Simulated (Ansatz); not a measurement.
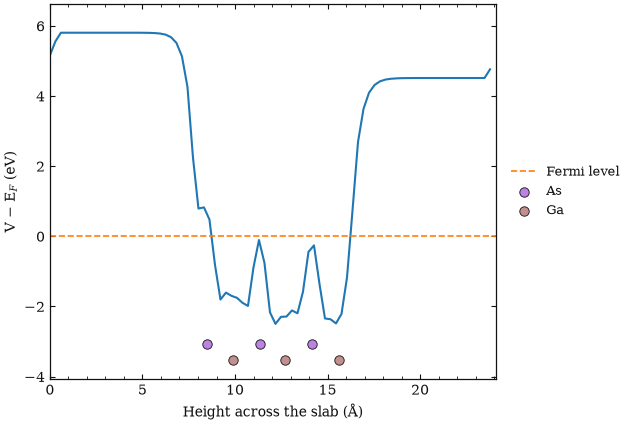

Plane-averaged electrostatic potential energy of an electron across the slab; circles at the bottom mark the heights of the atoms (positions after relaxation).

Input of the run:

```
crystal:
  lattice:
    - [4.0010046544, 0.0, 0.0]
    - [0.0, 4.0010046544, 0.0]
    - [0.0, 0.0, 24.0728438066]
  atoms:
    - { symbol: As, position: [0.0, 0.5, 0.3530949674] }
    - { symbol: Ga, position: [0.5, 0.5, 0.4118569805] }
    - { symbol: As, position: [0.5, 0.0, 0.4706189935] }
    - { symbol: Ga, position: [0.0, 0.0, 0.5293810065] }
    - { symbol: As, position: [0.0, 0.5, 0.5881430195] }
    - { symbol: Ga, position: [0.5, 0.5, 0.6469050326] }
basis:
  ecutwfc: 420
kpoints:
  mp_grid: { grid: [7, 7, 1] }
hamiltonian:
  xc: pbesol
scf:
  occupations: { method: gaussian, width: 0.05 }
output:
  forces: true
  eigenvalues: true
  write_density: true
  write_potential: true
  elf: true
  volumetric_format: npy
relax:
  adjacent_minimum: "off"
  f_tol: 0.03
  max_steps: 70
  constraints: [{ sites: [0, 1, 2] }]
efield:
  axis: 3
  dipole_correction: true
  ramp_width: 0.04
```

Launched with:
```bash
ansatz run input.yaml --threads 2 --pin off --max-ram 5120MiB --backend cpu --events-out ev --progress --plain --runs-dir out
```

**Read off the work function of each face.**

The work function is 4.52 eV at the right face and 5.81 eV at the left.

**Do the two faces differ, and what does that say about the slab's dipole?**

The vacuum level is 1.29 eV higher at the left than at the right, so the slab carries a dipole along its normal; the ramp in the vacuum, at or near the edge of the plot, is the dipole correction that keeps each side flat. Some atoms were held fixed in the relaxation, which can itself make the faces differ.

**How thick are slab and vacuum?**

The outermost atoms are 7.1 Å apart, which leaves 16.9 Å of vacuum in a cell 24.1 Å high.
